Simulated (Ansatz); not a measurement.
System Li3N (space group P6/mmm, No. 191); source of the atomic positions: a calculation's input that goes back to an entry of the Crystallography Open Database (an earlier step may have relaxed or displaced it).

```
CELL_PARAMETERS angstrom
3.67679 0.00000 0.00000
-1.83839 3.18419 0.00000
0.00000 0.00000 3.88047
ATOMIC_POSITIONS crystal
Li 0.00000 0.00000 0.50000
Li 0.33333 0.66667 0.00000
Li 0.66667 0.33333 0.00000
N 0.00000 0.00000 0.00000
```

Bonds are taken as Li–Li below 2.4 Å and Li–N below 2.4 Å; no other contact counts. The graph is simplified in the usual way: terminal and isolated atoms are pruned, two-connected atoms become edges.

What net does this leave?

The result is a binodal (6,8)-connected, three-periodic net: Li(2c) is a 6-connected node; N is an 8-connected node, in the ratio 2:1. Li(1b) becomes part of the edges. It is a single net, without interpenetration.

```
  node  links    point symbol  coordination sequence
Li(2c)      6        3⁶·4⁶·5³         6 18 56 98 152
     N      8  3⁶·4⁶·5³·6¹²·8         8 26 56 98 152
```

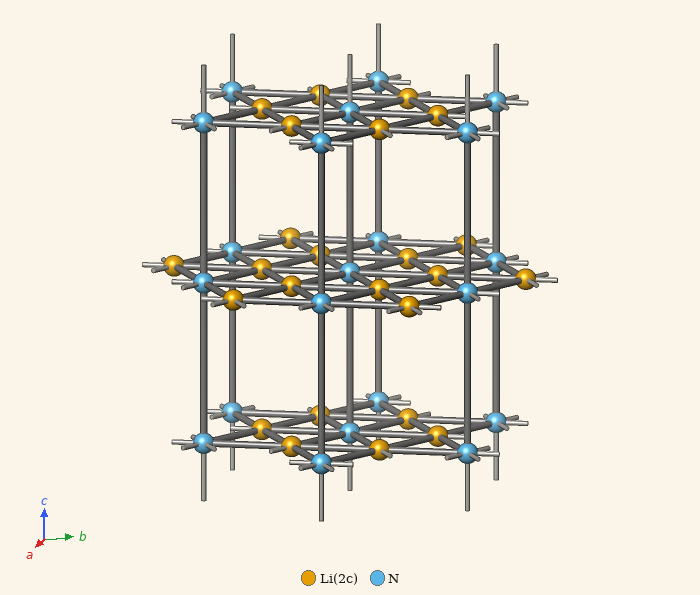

Nodes are coloured by topological kind. Short stubs are edges that leave the cut-out.
